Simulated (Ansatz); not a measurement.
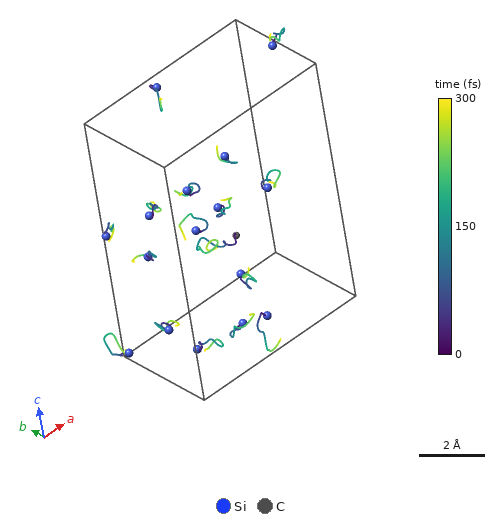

First-principles dynamics of Si with an interstitial C (17 atoms in the cell), 300 fs long. It starts from the last geometry of an earlier run, with fresh velocities. Lines trace each atom's path, coloured by time; spheres stand at the starting positions. Seen slightly off an axis in the reduced simulation cell.

The calculation used DFT PBE, scalar-relativistic, plane waves, PAW (Ansatz). Settings: plane-wave cutoff 150 eV; k-point mesh 2 × 2 × 2; Fermi-Dirac smearing 0.02 eV; spin collinear; Nosé-Hoover thermostat (NVT); set temperature 1260 K; time step 1.5 fs; thermostat time 50.0 fs.

Q: What do the traces tell about the motion?

A: Root-mean-square distances from the starting positions over the second half, with the common drift of all atoms taken out: C 1.17 Å, Si 0.61 Å. Against the typical shortest distance between atoms in the first frame, about 2.2 Å these are wide excursions, but the first-neighbour bonds of the start all hold: the network flexes, or its layers or units shift against each other, without breaking. Bond changes: 2 Si–Si bonds break between 92 fs and 270 fs; 4 Si–Si bonds form between 136 fs and 159 fs; one C–Si bond forms at about 150 fs. The mean temperature in the second half is 1222 K (standard deviation 190 K). The potential energy is still drifting at the end, so the run hasn't reached equilibrium. The potential energy in the second half lies on average 44.3 meV per atom above the first frame. The conserved quantity stays between −0.014 and 0.4 meV per atom of its start. A straight-line fit has a slope that amounts to +0.067 meV per atom over 300 fs (under 0.1 % of the mean kinetic energy), and the ripple about it is 0.3 % of the kinetic energy's fluctuation. With a drift under 2 % and a ripple under 7 %, the integration is accurate. The plane-wave cutoff is below what these potentials need, so energies and forces are off.

Limits of the set-up: the k-point mesh is coarse for a cell with partly filled bands; the cutoff lies below the recommended one; the periodic images lie only 7.7 Å apart, so the values are limited by the cell's size.

Cost: 15 min on 1 thread of Arm Neoverse V2, on a shared host, peak memory 0.34 GiB.

PAW datasets: the set soft_1.
